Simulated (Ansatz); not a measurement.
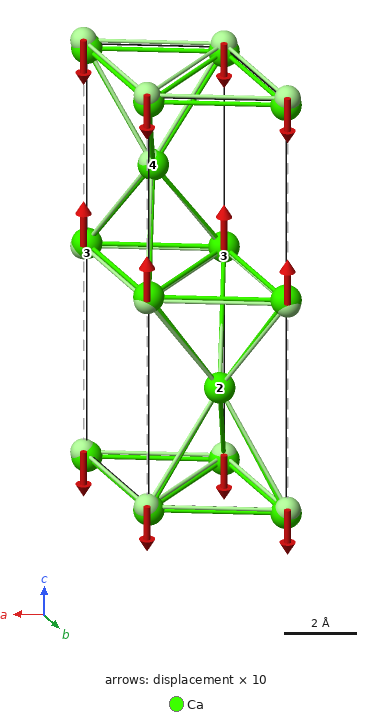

A symmetric starting cell of Ca, drawn pale, and a changed version of it, drawn solid. The red arrows show how the atoms are displaced (without the part that the change of the cell carries along), magnified 10 times. Besides, the cell is strained by −0.8 % along c and −2.3 % across it (volume −5.4 %). A ball-and-stick model of the cell of the calculation, seen from a free direction.

All numbers below come from DFT PBE, scalar-relativistic, plane waves, PAW (Ansatz 0.2.0). (plane-wave cutoff 420 eV; k-point mesh 12 × 12 × 4; occupations gaussian; smearing width 0.1 eV; no spin polarisation)

> How are the atoms displaced, and what does the calculation give?

Atoms are displaced by 0.14 Å relative to the cell. No relaxation follows. The starting cell wasn't computed here and needn't be at equilibrium, so pressure and forces aren't due to the change alone. Some distances before and after: Ca–Ca 3.952 → 3.779 to 4.009 Å. The space group (tolerance 0.01 Å) goes from P6_3/mmc (No. 194) to P-6m2 (No. 187). The pressure is 0.5 GPa (not all of it need come from the change, since the unchanged cell can be under pressure at this level too). The largest forces, 0.29 eV/Å, act on 2 Ca atoms of the calculation's cell. The forces point straight back along the displacements (cosine −1.00).
